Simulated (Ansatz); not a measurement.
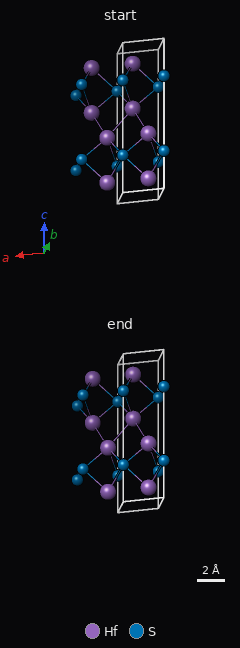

The structure of a crystal of Hf$_{2}$S (set up in P6_3/mmc) before (top) and after (bottom) a relaxation, at one scale.

A ball-and-stick model of the cell of the calculation, repeated 2 × 1 × 1 with one cell outlined, seen from a free direction.

Method: Ansatz 0.2.0, DFT LDA, scalar-relativistic, plane waves, PAW.

Input
```yaml
crystal:
  lattice:
    - [3.3742737662, 0.0, 0.0]
    - [-1.6871368831, 2.9222068008, 0.0]
    - [0.0, 0.0, 11.71740703]
  atoms:
    - { symbol: Hf, position: [0.66666667, 0.33333333, 0.89981164] }
    - { symbol: Hf, position: [0.33333333, 0.66666667, 0.39981164] }
    - { symbol: Hf, position: [0.66666667, 0.33333333, 0.60018836] }
    - { symbol: Hf, position: [0.33333333, 0.66666667, 0.10018836] }
    - { symbol: S, position: [0.0, 0.0, 0.75] }
    - { symbol: S, position: [0.0, 0.0, 0.25] }
basis:
  ecutwfc: 420
kpoints:
  mp_grid: { grid: [12, 12, 4] }
hamiltonian:
  xc: lda
scf:
  occupations: { method: gaussian, width: 0.1 }
output:
  forces: true
  stress: true
  eigenvalues: true
relax:
  adjacent_minimum: "off"
  f_tol: 0.005
  max_steps: 80
  cell: { stress_tol: 0.05 }
```

Command:
```bash
ansatz run input.yaml --threads 2 --pin off --max-ram 5120MiB --backend cpu --events-out ev --progress --plain --runs-dir out
```

What changed between the two?

Answer. The largest moves relative to the cell, 0.012 Å, are those of Hf1, Hf2, Hf3 and Hf4. Hf2 goes along −c. S stays in place. The drawn cell changes as follows: a = b 3.374 → 3.319 Å (−1.6 %), c 11.717 → 11.563 Å (−1.3 %); the volume changes by −4.5 %. Near-neighbour distances that change, for instance: Hf1–Hf3 3.511 → 3.440 Å, Hf1–Hf1 3.374 → 3.319 Å, Hf1–S5 2.622 → 2.575 Å, Hf1–Hf4 3.051 → 3.026 Å. The space group stays P6_3/mmc (No. 194). Over 4 accepted moves (6 points after the start) the energy falls by 18.6 meV per atom. The largest force component goes from 0.17 to 0.0038 eV/Å. The pressure goes from −6.34 to −0.01 GPa. The line search rejected the trial step at point 1 of the run. The SCF was repeated once at an unchanged geometry on a basis and grid sized afresh for the cell, which shifted the energy by 0.2 meV per atom at most. Cost: 2.8 min on 2 threads of Arm Neoverse N1 (shared host), peak memory 0.62 GiB.
